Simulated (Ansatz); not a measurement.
**Single-point calculation of TiN (part 1 of 2)**

System: TiN (slab, 24 atoms in the cell).
Method: DFT PBE+D3(BJ), scalar-relativistic, plane waves, PAW, no spin polarisation (Ansatz 0.2.0).

The structure derives from an entry of the Crystallography Open Database. It belongs to a series of runs on one base structure; here: the slab at its places in the relaxed adsorbed structure. Figures and captions count atoms from 1; the log counts them from 0 in places.

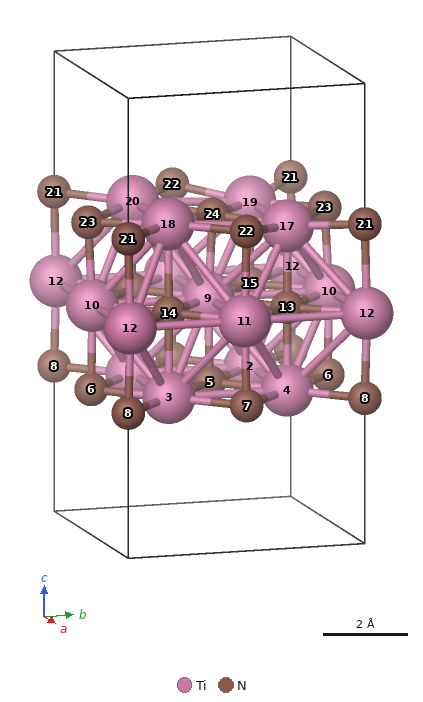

**Figure 1.** The structure as given in the input (ball-and-stick view of the cell of the calculation, with the vacuum cut short, seen slightly off an axis; atoms are numbered from 1 in the order of the input). An atom can appear more than once, as a periodic image. Near neighbours in the periodic cell (some may lie outside the picture): Ti has 5 N at 1.99 to 2.16 Å and 8 Ti at 2.83 to 3.12 Å; N has 5 Ti at 2.04 to 2.19 Å; Ti has 6 N at 2.04 to 2.19 Å and 12 Ti at 2.87 to 3.07 Å; N has 6 Ti at 1.99 to 2.16 Å.

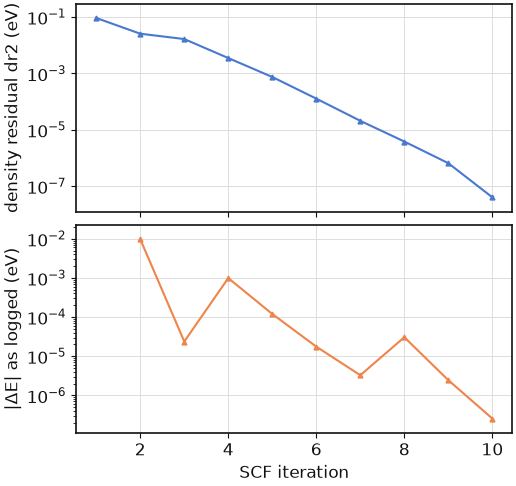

**Figure 2.** Convergence of the self-consistent field: density residual dr2 and size of the energy change against the SCF iteration. The residual falls at every step.

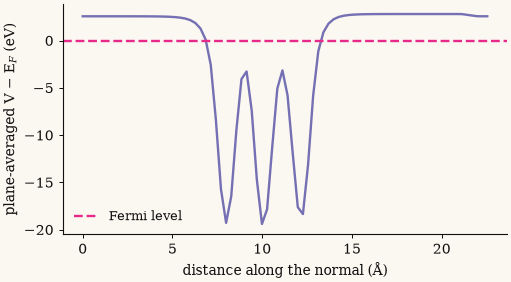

**Figure 3.** Plane average of the electrostatic potential energy of an electron across the cell, from the Fermi level. The vacuum level lies 2.81 eV above the Fermi level on the upper side and 2.57 eV on the lower.

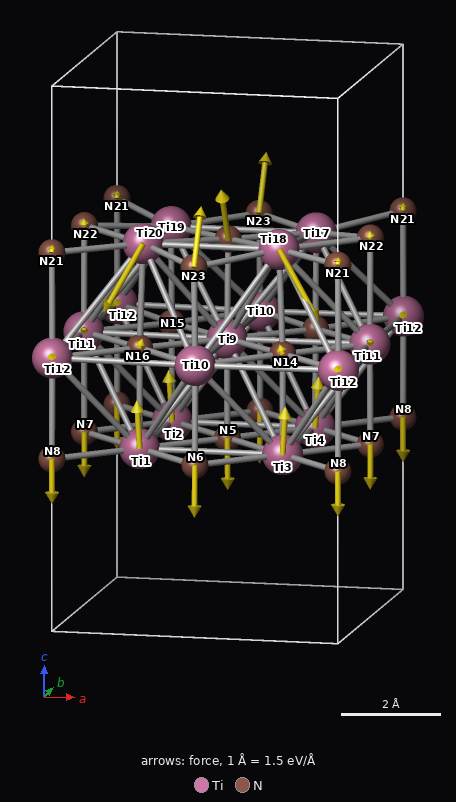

**Figure 4.** Forces on the atoms as yellow arrows (ball-and-stick view of the cell of the calculation, with the vacuum cut short, seen slightly off an axis; atoms are numbered from 1 in the order of the input); the smallest are left out. The largest act on Ti18, Ti20 (2.52 eV/Å); N23, N24 (1.98 eV/Å); N5, N6 (1.63 eV/Å); Ti2, Ti4 (1.60 eV/Å), among others. The geometry is not a stationary point of this energy.

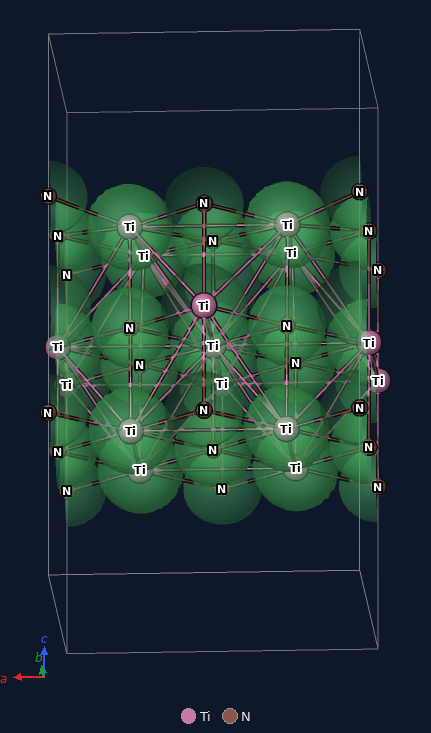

**Figure 5.** Isosurface of the valence charge density (pseudo) at 1 e/Å³ (green), seen at an oblique angle. Sticks mark near contacts. At this value the density breaks into separate islands; it holds about 65 % of the electrons treated as valence (semicore included). It is pinched off along the Ti–N (1.99 Å), Ti–Ti (2.83 Å), Ti–N (2.03 Å) and Ti–N (2.08 Å) contacts. On the grid the lowest density along these lines, outside the cores, is 0.68 e/Å³ (Ti–N, 1.99 Å), 0.23 e/Å³ (Ti–Ti, 2.83 Å), 0.62 e/Å³ (Ti–N, 2.03 Å) and 0.56 e/Å³ (Ti–N, 2.08 Å). Core electrons are frozen (PAW), so the fields are smoothed inside the atomic spheres.

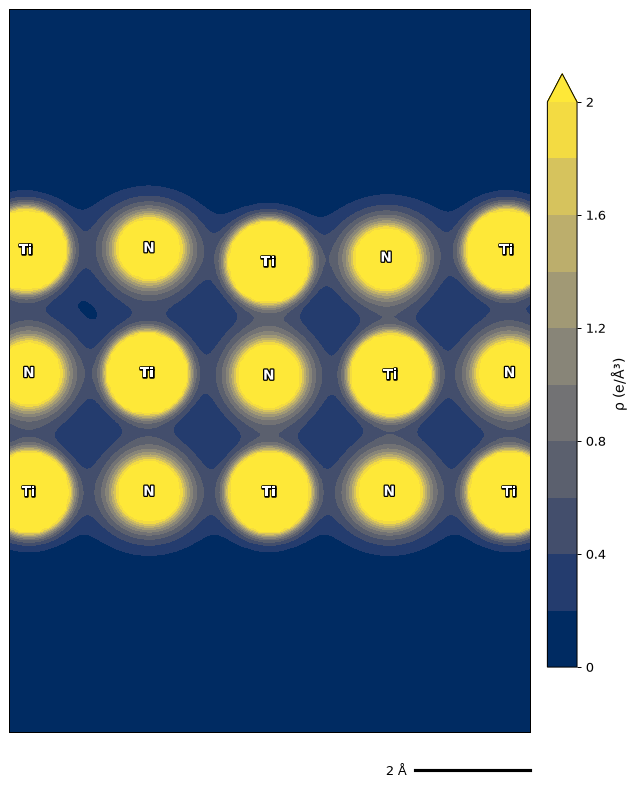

**Figure 6.** Valence charge density (pseudo) on the (110) plane of the calculation cell, a cut from vacuum to vacuum. The section cuts through Ti and N sites. Ti–N (1.99 Å): the density is about 0.68 e/Å³ at the midpoint. Ti–N (2.03 Å): ρ is about 0.62 e/Å³ halfway. Ti–N (2.10 Å): ρ at the midpoint is about 0.53 e/Å³. Ti–N (2.13 Å): the density is about 0.49 e/Å³ at the midpoint. Ti–N (2.19 Å): ρ is about 0.46 e/Å³ halfway. The density dies away to nearly zero in the vacuum.

The input and output of the run follow.

Input file
```yaml
crystal:
  lattice:
    - [5.9476498275, 0.0, 0.0]
    - [0.0, 5.9476498275, 0.0]
    - [0.0, 0.0, 22.8194748488]
  atoms:
    - { symbol: Ti, position: [0.25, 0.25, 0.3505777435] }
    - { symbol: Ti, position: [0.25, 0.75, 0.3505777435] }
    - { symbol: Ti, position: [0.75, 0.25, 0.3505777435] }
    - { symbol: Ti, position: [0.75, 0.75, 0.3505777435] }
    - { symbol: "N", position: [0.5, 0.5, 0.3505777435] }
    - { symbol: "N", position: [0.5, 0.0, 0.3505777435] }
    - { symbol: "N", position: [0.0, 0.5, 0.3505777435] }
    - { symbol: "N", position: [0.0, 0.0, 0.3505777435] }
    - { symbol: Ti, position: [0.4999951958, 0.4950937221, 0.4406453926] }
    - { symbol: Ti, position: [0.5000048042, 0.0049062779, 0.4406453926] }
    - { symbol: Ti, position: [-2.045e-07, 0.4915513613, 0.4416161397] }
    - { symbol: Ti, position: [2.045e-07, 0.0084486387, 0.4416161397] }
    - { symbol: "N", position: [0.751552257, 0.7499989573, 0.4396370782] }
    - { symbol: "N", position: [0.7501504577, 0.2500007928, 0.4416361992] }
    - { symbol: "N", position: [0.248447743, 0.7500010427, 0.4396370782] }
    - { symbol: "N", position: [0.2498495423, 0.2499992072, 0.4416361992] }
    - { symbol: Ti, position: [0.7533513057, 0.7500068515, 0.5269223102] }
    - { symbol: Ti, position: [0.7377612387, 0.2500129584, 0.5361456939] }
    - { symbol: Ti, position: [0.2466486943, 0.7499931485, 0.5269223102] }
    - { symbol: Ti, position: [0.2622387613, 0.2499870416, 0.5361456939] }
    - { symbol: "N", position: [3.5918e-06, -0.0001549337, 0.5373459311] }
    - { symbol: "N", position: [-3.5918e-06, 0.5001549337, 0.5373459311] }
    - { symbol: "N", position: [0.5000080766, -0.0131825391, 0.5300815421] }
    - { symbol: "N", position: [0.4999919234, 0.5131825391, 0.5300815421] }
basis:
  ecutwfc: 420
kpoints:
  mp_grid: { grid: [3, 3, 1] }
hamiltonian:
  xc: pbe
  dispersion: d3bj
scf:
  occupations: { method: gaussian, width: 0.1 }
output:
  forces: true
  eigenvalues: true
  write_density: true
  volumetric_format: npy
efield:
  axis: 3
  dipole_correction: true
  ramp_width: 0.04
```

Launch command:
```bash
ansatz run input.yaml --threads 8 --pin off --max-ram 20480MiB --backend cpu --events-out ev --progress --plain --runs-dir out
```

What the program printed
```
Warning: at least one further symmetry operation maps every atom of the structure, as the run holds it, onto an atom to within 2.59e-5 (fractional), and is not used: no operation is sought that the atoms, as the run holds them, miss by more than 2.00e-5, twice crystal.symmetry.tolerance (1.0e-5). The run uses 2 unitary operations. The run imposes no operation that its atoms and lattice do not hold. Figures that only the operations left out would make equal are not made equal, and some can differ by far more than the structure misses those operations by: interpolated phonon frequencies and what the tetrahedron methods give by atom among them (crystal.symmetry.tolerance lists what is known). If the more symmetric structure is meant (of a frozen-density pass: in the run whose state it reads), write the positions to more decimals or symmetrise them. If the atoms are displaced on purpose, the operation is rightly left out
Engine: ansatz 0.2.0, aarch64-unknown-linux-gnu
Pseudopotentials: kind: paw
Pseudopotential: Ti, paw, valence charge 12, recommended cutoff 420 eV (normal), Ti.paw.azcp
Pseudopotential: N, paw, valence charge 5, recommended cutoff 420 eV (normal), N.paw.azcp
Functional definition: PBE
  parameter kappa = 0.804
  parameter beta = 0.06672455060314922
  exchange = pbe_x(kappa = kappa, mu = beta*pi^2/3)
  correlation = pbe_c(beta = beta)
Crystal: 24 atoms, lattice volume = 807.228 Å³
Basis set: ecut = 420 eV, 15733 PW (Γ), exchange–correlation on 80×80×320 points (8 copies of the dense FFT grid, shifted against one another)
Bands: 126, of which v1, the nominal top of the filled ones, is band 102 counted from 1 (101 counted from 0)
Symmetry: 2 space group operations
Space group: P2 (ITA 3), of the structure as read, at distance tolerance 9.3e-5 Å
k-points: 5 of 9
Non-local potential: Ti, projectors of the file, l = 0: 3, l = 1: 2, l = 2: 3, l = 3: 1
Non-local potential: N, projectors of the file, l = 0: 2, l = 1: 2, l = 2: 1
PAW form: soft (Blöchl's): semilocal exchange-correlation on the pseudo side does not see the compensation charge
PAW one-centre angular grid: Ti, 590 points (default); XC on 64 Gauss nodes
PAW one-centre angular grid: N, 110 points (default); XC on 64 Gauss nodes
Initial density: superposition of atomic densities (neutral atoms: chi_scale 0, normalization atom), corrected by the library's trained network
Initial wavefunctions: pseudopotential atomic-orbital guess
Functional: x = pbe(κ = 0.804, μ = 0.2195149727645171), c = pbe(β = 0.06672455060314922)
```
